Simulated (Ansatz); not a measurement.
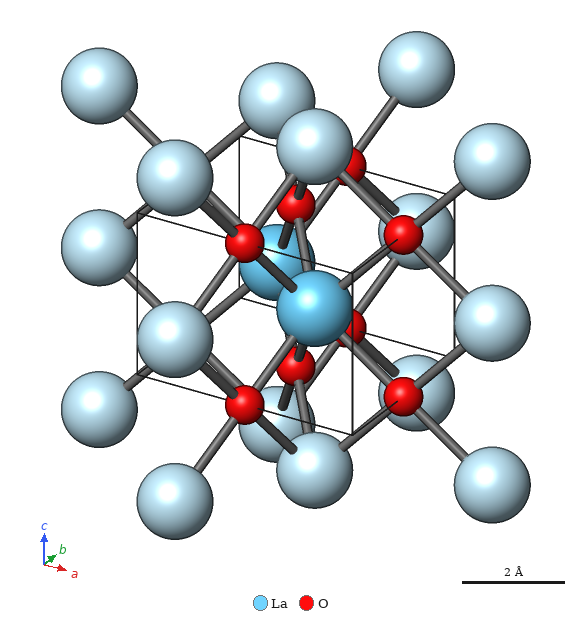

View slightly off an axis, drawn as a ball-and-stick model. Thin lines show the conventional unit cell, with boundary atoms drawn in all their periodic places. Bonds that leave the box are completed with the atoms at their other ends, in fainter colours. Cell: a = 6.37 Å, b = 6.37 Å, c = 3.29 Å, α = 90.00°, β = 90.00°, γ = 120.00°.

The cell started as a structure listed in the Materials Project. Earlier steps of the study may have refined or changed the cell and positions. It was run through Ansatz as a DFT input.

In words:

It has the composition La$_{2}$O$_{3}$. The lattice is primitive hexagonal and the space group P6/mmm (No. 191). The cell has 5 atoms, namely 2 La, 3 O. The neighbours of La are six O in a trigonal prismatic arrangement at about 2.5 Å. O is coordinated by four La in a distorted square planar arrangement at about 2.5 Å. The bonds build a three-dimensional framework.

Results below were computed with DFT PBE, scalar-relativistic, plane waves, PAW in Ansatz; the settings were a kinetic-energy cutoff of 420 eV, k-points on a 6×6×8 grid, Gaussian smearing of 0.02 eV, no spin polarisation.

Is the electronic structure metallic or gapped?

A semiconductor at this level, with a gap of 1.62 eV, indirect.

State the Bader charges by element.

La +2.01 e; O -1.34 e.

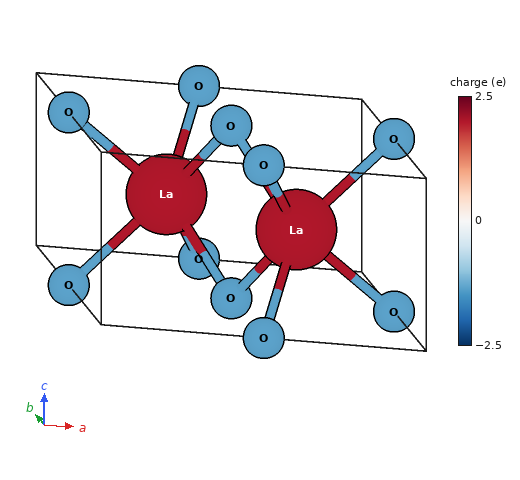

The atoms coloured by those charges. The run's cell of 5 atoms is drawn.

Does the calculation find this structure at rest?

Yes. All forces vanish to within 0.01 eV/Å. The pressure is 0.0 GPa, close to zero.
